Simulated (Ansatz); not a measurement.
System: Au.

Input file:

```
crystal:
  lattice:
    - [-1.6704417415, 1.6704417415, 1.6376879819]
    - [1.6704417415, -1.6704417415, 1.6376879819]
    - [1.6049342223, 1.6049342223, -1.6376879819]
  atoms:
    - { symbol: Au, position: [0.0, 0.0, 0.0] }
basis:
  ecutwfc: 500
kpoints:
  mp_grid: { grid: [26, 26, 26] }
hamiltonian:
  xc: r2scan
scf:
  occupations: { method: gaussian, width: 0.15 }
output:
  forces: true
  stress: true
  eigenvalues: true
  write_density: true
  write_potential: true
  elf: true
  volumetric_format: npy
```

Command:

```sh
ansatz run input.yaml --threads 1 --pin off --max-ram 2560MiB --backend cpu --events-out ev --progress --plain --runs-dir out
```

Below, planes, directions and counts refer to the conventional cell (a = 3.28 Å, b = 4.54 Å, c = 4.72 Å, α = 90.00°, β = 90.00°, γ = 90.00°).

Space group Fmmm; a structure from a database of computed crystals, not necessarily the ambient phase; changed on purpose from its base cell (strain -0.0400 x Voigt [0, 0, 0, 0, 0, 1], atoms carried along); computed without spin polarisation.

Level of theory: Ansatz 0.2.0, DFT r2SCAN, scalar-relativistic, plane waves, PAW.

Question: What can the converged valence pseudo-density and electron localisation function tell about the bonding?

Answer: Au–Au (2.87 Å): the density is about 0.28 e/Å³ at the midpoint; the ELF is about 0.20 at the midpoint: no localised pair shows between them.

Question: Does the calculation make it a metal, or give it a gap?

Answer: It is gapless in this calculation (a metal or semimetal).

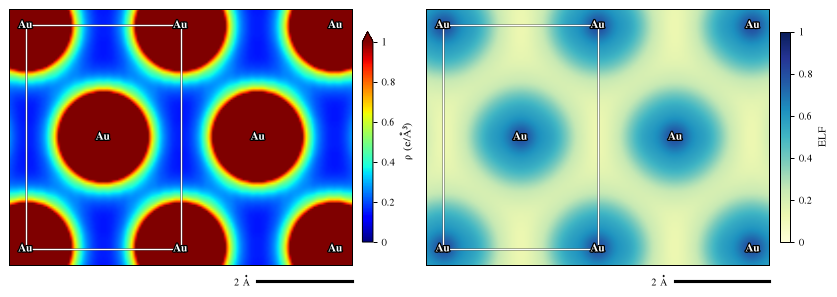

Computed valence pseudo-density and electron localisation function on the (010) plane of the conventional cell, in this order. 

The density is the valence pseudo-density of a PAW calculation; it isn't the true density close to the nuclei.
